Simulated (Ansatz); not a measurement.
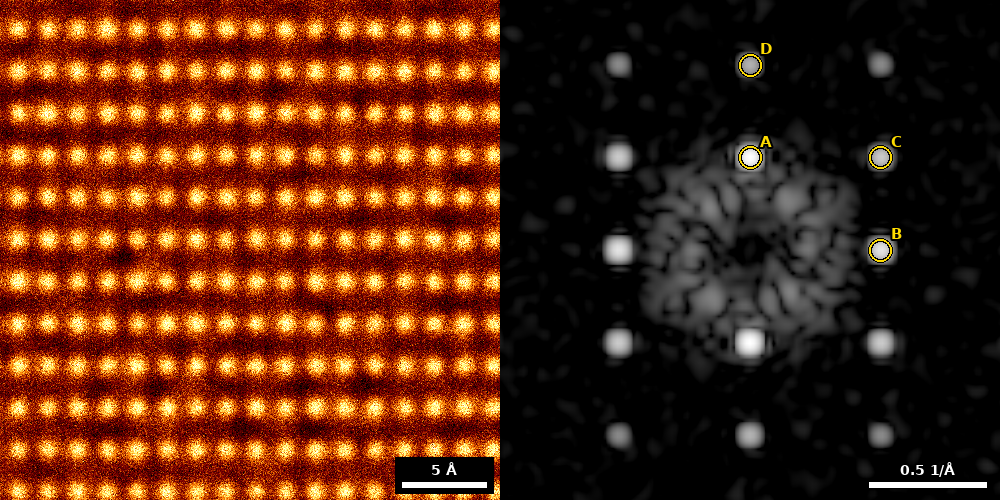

Integrated-DPC-like image of Ru (Pm-3m, No. 221) along [110]. Simulated as the projected potential of neutral atoms (B = 0.5 Å²) blurred by a 0.69 Å probe, the thin-sample limit of integrated differential phase contrast. The display is stretched by a gamma of 0.8; percentages refer to the linear signal. Shot noise and the speckle of an amorphous layer were added. Atomic positions: coordinates from a relaxation with DFT, revPBE, plane waves (420 eV) with PAW, scalar-relativistic in Ansatz 0.2.0; the starting structure was generated, so it need not be a known form of this composition.

The right panel is the modulus of the image's Fourier transform on a logarithmic scale.

a = 2.522 Å, b = 2.522 Å, c = 2.522 Å, α = 90.00°, β = 90.00°, γ = 90.00°

> Index the marked spots and give their plane spacings (the zone axis points at the viewer; indices equivalent by symmetry, or all signs reversed, are as good).

A: (0 0 -1), d = 2.52 Å; B: (1 -1 0), d = 1.78 Å; C: (1 -1 -1), d = 1.46 Å; D: (0 0 -2), d = 1.26 Å. A and B enclose 90°, and every spot obeys the zone law hu + kv + lw = 0 for [110].
